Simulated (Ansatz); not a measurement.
Consider PbF₂.

```xyz
6
Lattice="3.0004 0.0000 -3.0004 -3.0004 0.0000 -3.0004 0.0000 6.0007 0.0000" Properties=species:S:1:pos:R:3 pbc="T T T"
Pb    0.0000    3.0004   -3.0004
Pb    0.0000    0.0000    0.0000
F    -1.5002    1.5802   -1.5002
F     1.5002    4.5805   -1.5002
F     1.5002    1.5002   -1.5002
F    -1.5002    4.5005   -1.5002
```

Space group Imm2; started from the fluorite prototype; changed on purpose from its base cell (atom 2 (F) moved 0.08 A along y).

These are results of DFT PBE, scalar-relativistic, plane waves, PAW in Ansatz 0.2.0, not measurements.

### What will maps of the valence pseudo-density and electron localisation function show?

Pb–F (2.60 Å): ρ is about 0.24 e/Å³ halfway; the ELF is about 0.10 at the midpoint; no localised pair shows between them.

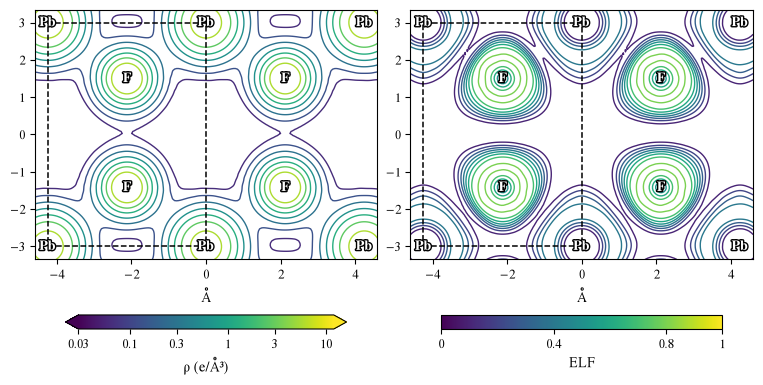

Computed valence pseudo-density and electron localisation function on the (100) plane of the conventional cell, in this order. 

Core electrons are frozen (PAW), and the valence fields are smoothed inside the atomic spheres.
